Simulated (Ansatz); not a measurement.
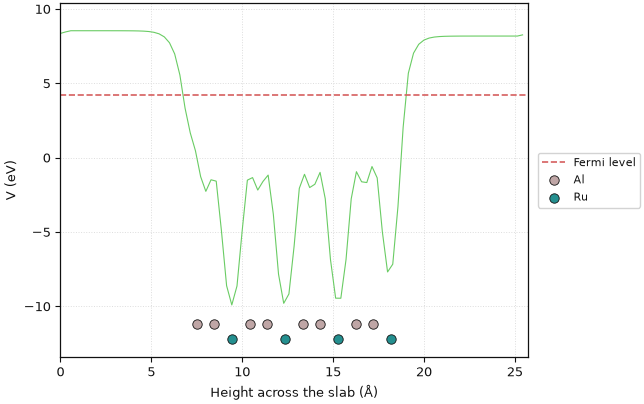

What does the plot show?

Plane-averaged electrostatic potential energy of an electron across the slab; circles at the bottom mark the heights of the atoms. System: a (101) slab cut from Al2Ru (I4/mmm), unrelaxed, ended by Ru above and Al below, 12 atoms in the cell. Level of theory: DFT PBEsol, scalar-relativistic, plane waves, PAW, no spin polarisation, 12×8×1 k mesh; code Ansatz.

The work function is 3.99 eV at the right face and 4.34 eV at the left. The vacuum levels differ by 0.36 eV, so the slab carries a dipole along its normal. The outermost atoms are 10.7 Å apart, which leaves 15.0 Å of vacuum in a cell 25.7 Å high.

The atoms aren't at rest in this cell (largest force 2.1 eV/Å), so the relaxed material can differ.
